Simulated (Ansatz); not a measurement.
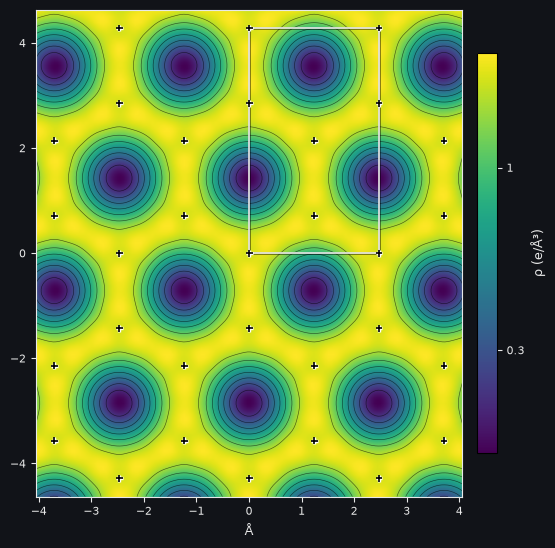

The valence electron density on a plane through atoms (crosses mark nuclei in the plane).

The calculation used DFT, PBEsol, PAW with Ansatz's default frozen-core files, scalar-relativistic (Ansatz).

Candidates:
A. AgBr, a = 5.77 Å, b = 5.77 Å, c = 5.77 Å, α = 90.00°, β = 90.00°, γ = 90.00°. Space group Fm-3m; computed pressure about −2 GPa in this cell.
B. C, a = 2.47 Å, b = 4.28 Å, c = 6.74 Å, α = 90.00°, β = 90.00°, γ = 90.00°. Space group Fmmm; computed pressure about −4 GPa in this cell.
C. TaN, a = 3.05 Å, b = 3.05 Å, c = 4.36 Å, α = 90.00°, β = 90.00°, γ = 90.00°. Space group I4/mmm; changed on purpose from its base cell (equal xx and yy strain of -1 %, PAW files); computed pressure about 12 GPa in this cell.

Which system is this?

Candidate B: C on the (001) plane of the conventional cell, which holds C. C–C (1.43 Å): the density is about 2 e/Å³ at the midpoint.
